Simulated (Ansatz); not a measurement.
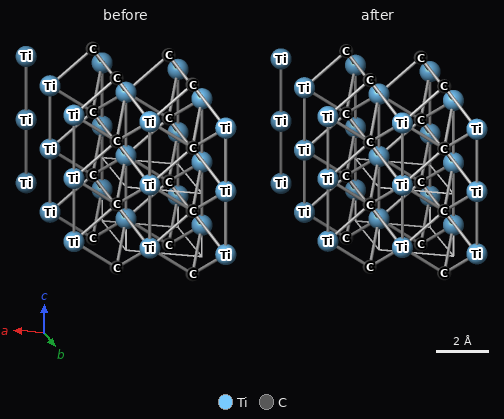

The structure of crystalline TiC (a generated structure, set up in P-6m2) before (left) and after (right) a relaxation, at one scale.

A ball-and-stick model of the cell of the calculation, repeated 2 × 2 × 3 with one cell outlined, seen from a free direction.

The run lets cell and atoms move.

Method: Kohn-Sham DFT of a periodic cell, LDA, Ansatz PAW (Ansatz).

Input file:
```yaml
crystal:
  lattice:
    - [3.04209, 0.0, 0.0]
    - [-1.52104, 2.63452, 0.0]
    - [0.0, 0.0, 2.69797]
  atoms:
    - { symbol: Ti, position: [0.0, 0.0, 0.5] }
    - { symbol: C, position: [0.33333, 0.66667, 0.0] }
hamiltonian:
  xc: lda
  pseudopotentials: { kind: paw }
kpoints:
  mp_grid: { grid: [10, 10, 10] }
scf:
  occupations: { method: fermi_dirac, width: 0.05 }
output:
  forces: true
  stress: true
  eigenvalues: true
relax:
  f_tol: 0.01
  max_steps: 40
  cell: { stress_tol: 0.05 }
```

Command:
```bash
ansatz run input.yaml --threads 2 --pin off --max-ram 5632MiB --backend cpu --events-out ev --progress --plain --runs-dir out
```

Q: What changed between the two?

A: Over 4 accepted moves (6 points after the start) the energy falls by 20.4 meV per atom. All forces vanish by symmetry, so only the cell relaxes. Pressure: −11.46 GPa at the start and 0.00 GPa at the end. At 2 points the geometry stayed and the basis and grid were re-selected for the new cell (energy shift of 0.9 meV per atom at most each time). The atoms keep their places relative to the cell (all moves are under 0.005 Å). The drawn cell changes as follows: a = b 3.042 → 2.985 Å (−1.9 %), c 2.698 → 2.660 Å (−1.4 %); the volume changes by −5.1 %. Near-neighbour distances that change, for instance: Ti–Ti 3.042 → 2.985 Å, Ti–Ti 2.698 → 2.660 Å, C–Ti 2.215 → 2.177 Å. The space group stays P-6m2 (No. 187).
